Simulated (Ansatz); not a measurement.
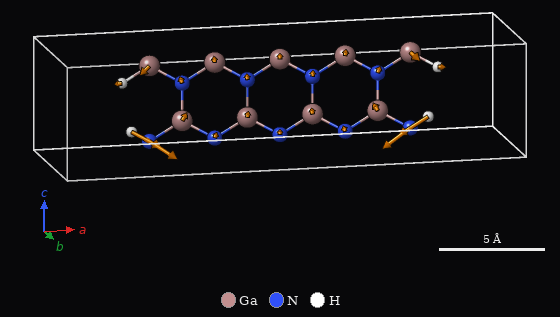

This is a relaxation of a wire of composition Ga9H4N9. The starting structure is drawn; orange arrows show the displacements, magnified 20 times.

The picture is a ball-and-stick view of the cell of the calculation, with the vacuum cut short, seen from a free direction.

Case: armchair ribbon, 9 formula units a period, edges capped with H.

All numbers below come from DFT PBE, scalar-relativistic, plane waves, PAW in Ansatz.

Input file:
```yaml
crystal:
  lattice:
    - [24.6, 0.0, 0.0]
    - [0.0, 9.3, 0.0]
    - [0.0, 0.0, 5.5636504687]
  atoms:
    - { symbol: Ga, position: [0.6958643351, 0.5, 0.3333333333] }
    - { symbol: Ga, position: [0.7611524468, 0.5, 0.8333333333] }
    - { symbol: Ga, position: [0.5652881117, 0.5, 0.3333333333] }
    - { symbol: Ga, position: [0.6305762234, 0.5, 0.8333333333] }
    - { symbol: Ga, position: [0.4347118883, 0.5, 0.3333333333] }
    - { symbol: Ga, position: [0.5, 0.5, 0.8333333333] }
    - { symbol: Ga, position: [0.3041356649, 0.5, 0.3333333333] }
    - { symbol: Ga, position: [0.3694237766, 0.5, 0.8333333333] }
    - { symbol: Ga, position: [0.2388475532, 0.5, 0.8333333333] }
    - { symbol: "N", position: [0.7611524468, 0.5, 0.1666666667] }
    - { symbol: "N", position: [0.6305762234, 0.5, 0.1666666667] }
    - { symbol: "N", position: [0.6958643351, 0.5, 0.6666666667] }
    - { symbol: "N", position: [0.5, 0.5, 0.1666666667] }
    - { symbol: "N", position: [0.5652881117, 0.5, 0.6666666667] }
    - { symbol: "N", position: [0.3694237766, 0.5, 0.1666666667] }
    - { symbol: "N", position: [0.4347118883, 0.5, 0.6666666667] }
    - { symbol: "N", position: [0.2388475532, 0.5, 0.1666666667] }
    - { symbol: "N", position: [0.3041356649, 0.5, 0.6666666667] }
    - { symbol: H, position: [0.8164231738, 0.5, 0.6922389198] }
    - { symbol: H, position: [0.1835768262, 0.5, 0.6922389198] }
    - { symbol: H, position: [0.7970608172, 0.5, 0.2583331009] }
    - { symbol: H, position: [0.2029391828, 0.5, 0.2583331009] }
basis:
  ecutwfc: 420
kpoints:
  mp_grid: { grid: [1, 1, 6] }
hamiltonian:
  xc: pbe
scf:
  occupations: { method: gaussian, width: 0.05 }
output:
  forces: true
  stress: true
  eigenvalues: true
  populations: true
  write_density: true
  write_potential: true
  elf: true
  volumetric_format: npy
relax:
  adjacent_minimum: "off"
  f_tol: 0.02
  max_steps: 45
  cell: { fix: [a, b, alpha, beta, gamma], stress_tol: 0.03 }
```

Launched with:
```bash
ansatz run input.yaml --threads 4 --pin off --max-ram 11264MiB --backend cpu --events-out ev --progress --plain --runs-dir out
```

Q: What did the optimiser do to the structure, and how much energy did it gain?

A: The energy falls by 86.0 meV per cell of the calculation in 3 accepted moves (4 points after the start). Largest force component: 0.59 eV/Å at the start, 0.0099 eV/Å at the end. The SCF was repeated once at an unchanged geometry on a basis and grid sized afresh for the cell, which shifted the energy by 0.8 meV per cell of the calculation at most. The largest moves relative to the centre of the atoms, 0.088 Å, are those of H21 and H22. By element the largest moves are H 0.088 Å, N 0.087 Å, Ga 0.035 Å. Along the periodic axis the drawn cell goes c 5.564 → 5.570 Å (+0.1 %). Among the contacts that change: Ga2–N10 1.855 → 1.834 Å, Ga2–H19 1.570 → 1.555 Å, Ga1–N10 1.855 → 1.842 Å. Among the angles between lasting bonds that change: Ga1–N10–Ga2 120.0° → 125.9°, N17–Ga9–N18 120.0° → 115.6°, Ga1–N10–H21 120.0° → 116.8°.
